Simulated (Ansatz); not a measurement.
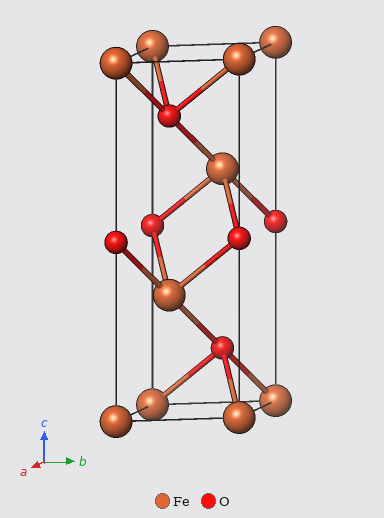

Shown here is a ball-and-stick view of the crystal, taken slightly off an axis. The edges of the conventional unit cell are marked. Cell: a = 2.86 Å, b = 2.86 Å, c = 8.20 Å, α = 90.00°, β = 90.00°, γ = 120.00°.

The cell started as a structure listed in the Materials Project. Earlier steps of the study may have refined or changed the cell and positions. An electronic-structure calculation with Ansatz was run on it.

### What is this?

The formula is FeO. The structure has R-3m (No. 166) symmetry and a rhombohedral (trigonal R) lattice. Cell content 3 Fe, 3 O; Z = 3. Fe is linked to six O in a distorted octahedral arrangement at about 2.1 Å. O bonds to six Fe in a distorted octahedral arrangement at about 2.1 Å. Not all metal-metal contacts are counted. The bonds build a three-dimensional framework.

Method used: DFT PBE, scalar-relativistic, plane waves, PAW in Ansatz 0.2.0. It ran with wavefunction cutoff 420 eV, k-points about 0.16 Å⁻¹ apart, Gaussian smearing of 0.1 eV, collinear spins.

### Which atoms carry magnetic moments in this run, and how do they order?

The state reached is antiferromagnetic. Sizes: Fe 3.3 μB; net moment 0.0 μB in the run's cell of 4 atoms.

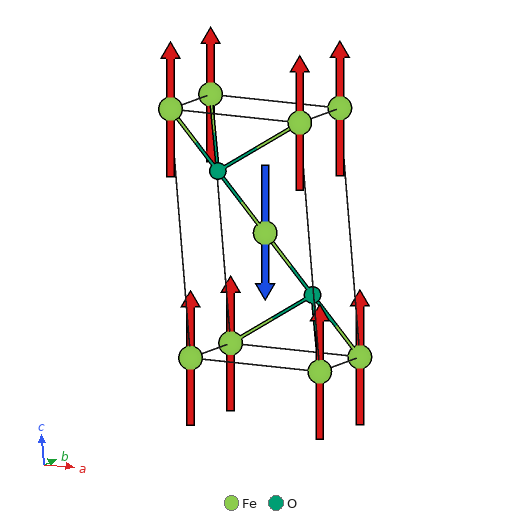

Site moments above 0.25 μB as arrows, small induced ones on non-metal atoms left out (red along the largest or up, blue against, purple across). The run's cell of 4 atoms is drawn, so axes and origin can differ from the first picture.

### Metal or not?

A metal: bands cross the Fermi level.

### Give the Bader charge of each element.

Fe +1.28 e; O -1.28 e.

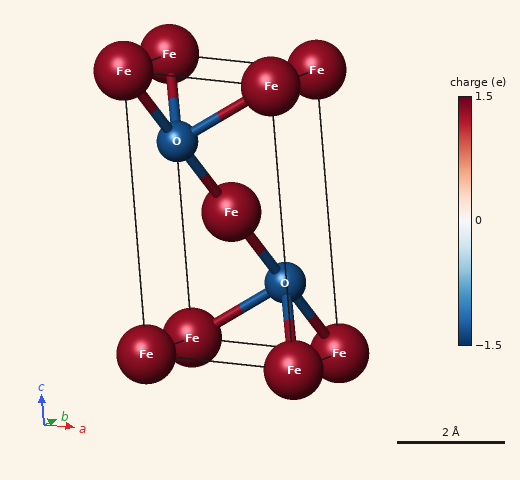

The atoms coloured by those charges. The run's cell of 4 atoms is drawn, so axes and origin can differ from the first picture.

### Does this geometry sit at a stationary point of the energy?

Yes. All forces vanish to within 0.01 eV/Å. The pressure is 0.0 GPa, close to zero.
